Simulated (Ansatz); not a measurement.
Sb (1 atom in the cell), run with Ansatz.

```
crystal:
  lattice:
    - [-1.8964368467, 1.8964368467, 1.8964368467]
    - [1.8964368467, -1.8964368467, 1.8964368467]
    - [1.8964368467, 1.8964368467, -1.8964368467]
  atoms:
    - { symbol: Sb, position: [0.0, 0.0, 0.0] }
basis:
  ecutwfc: 420
kpoints:
  mp_grid: { grid: [16, 16, 16] }
hamiltonian:
  xc: pbe
scf:
  occupations: { method: gaussian, width: 0.1 }
  convergence: { dr2_threshold: 1.0e-20 }
  max_iter: 75
output:
  forces: true
  eigenvalues: true
  stress: true
```

Launched with:
```bash
ansatz run input.yaml --threads 1 --pin off --max-ram 2560MiB --backend cpu --events-out ev --progress --plain --runs-dir out
```

What does the convergence history look like?

Converged, in 14 iterations. The residual falls at every step. The input holds an odd setting (a threshold meant to be out of reach), but it does no harm here.

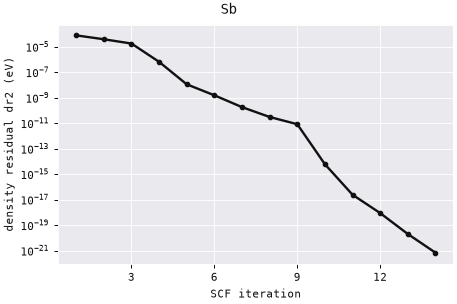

SCF iterations of a calculation: density residual dr2. The starting density is a sum of atomic densities corrected by a trained network, so the first residual is already small.
